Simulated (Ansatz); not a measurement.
## Electronic structure of ZnGe₂N₃ in real space

Input file:

```
crystal:
  lattice:
    - [3.7540687962, 0.0, 0.0]
    - [0.0, 3.7540687962, 0.0]
    - [0.0, 0.0, 9.5954313777]
  atoms:
    - { symbol: Zn, position: [0.0, 0.0, 0.0] }
    - { symbol: Ge, position: [0.0, 0.0, 0.3174827369] }
    - { symbol: Ge, position: [0.0, 0.0, 0.6825172631] }
    - { symbol: "N", position: [0.0, 0.5, 0.0] }
    - { symbol: "N", position: [0.5, 0.0, 0.0] }
    - { symbol: "N", position: [0.0, 0.0, 0.5] }
basis:
  ecutwfc: 420
kpoints:
  mp_grid: { grid: [10, 10, 4] }
hamiltonian:
  xc: pbe
scf:
  occupations: { method: gaussian, width: 0.1 }
output:
  forces: true
  stress: true
  eigenvalues: true
  write_density: true
  write_potential: true
  elf: true
  volumetric_format: npy
relax:
  adjacent_minimum: "off"
  f_tol: 0.01
  max_steps: 80
  cell: { stress_tol: 0.05 }
```

Command:

```sh
ansatz run input.yaml --threads 1 --pin off --max-ram 2560MiB --backend cpu --events-out ev --progress --plain --runs-dir out
```

Below, planes, directions and counts refer to the conventional cell (a = 3.75 Å, b = 3.75 Å, c = 9.61 Å, α = 90.00°, β = 90.00°, γ = 90.00°).

The fields are those of the run's last geometry, not of the input's.

Space group P4/mmm; a structure generated by program, which may or may not match a known phase; computed without spin polarisation.

Computed with Ansatz 0.2.0, DFT PBE, scalar-relativistic, plane waves, PAW.

In a PAW calculation such maps are meaningful between the atoms, not at the nuclei.

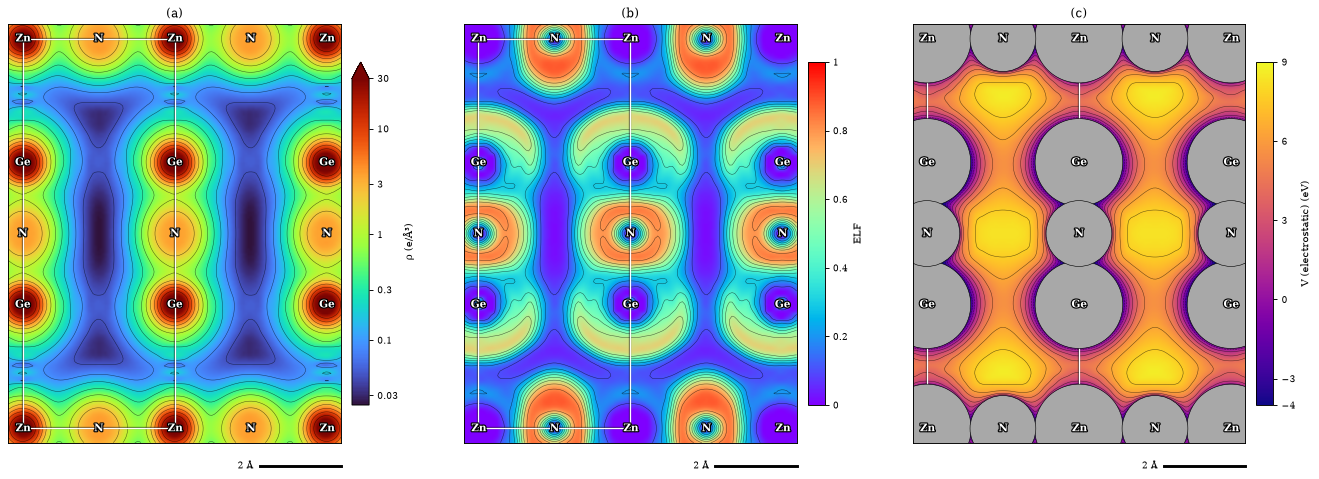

Figure 1. (a) valence charge density (pseudo); (b) electron localisation function; (c) electrostatic potential (local pseudopotential plus Hartree) felt by an electron on the (010) plane of the conventional cell. Grey discs cover the atomic cores in the potential map.

> What do the fields say about this system?

- Atoms in the plane: Zn, Ge and N.
- Ge–N (1.75 Å): the density is about 1.1 e/Å³ at the midpoint; the ELF peaks at about 0.85 in the valence shell of N, 0.6 Å from its nucleus, and is about 0.55 at the midpoint.
- Zn–N (1.87 Å): the density is about 0.8 e/Å³ at the midpoint; the ELF peaks at about 0.85 in the valence shell of N, 0.6 Å from its nucleus, and is about 0.40 at the midpoint.
- Between the atoms the lowest density in this plane is 0.02 e/Å³.
- The ELF also peaks beside N, away from the bonds: lone-pair regions.
- Outside the cores the potential energy rises away from the atoms and is highest about 1.4 Å from the nearest atoms; its zero is arbitrary.

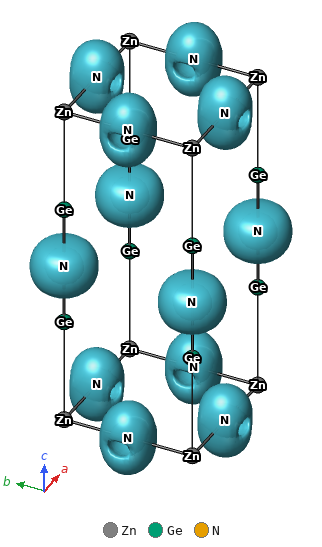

Figure 2. Isosurface of the ELF at 0.75 (cyan), seen at an oblique angle. Core shells and regions of very low density are left out. Sticks mark near contacts.

> Identify the bonds, lone pairs and shells in this picture.

The ELF exceeds this value in three regions wrapped around N (the valence shell of each), counted in one cell of 6 atoms. Any copies at cell faces, edges or corners count once.

> Metal or insulator at this level of theory?

It is gapless in this calculation (a metal or semimetal).
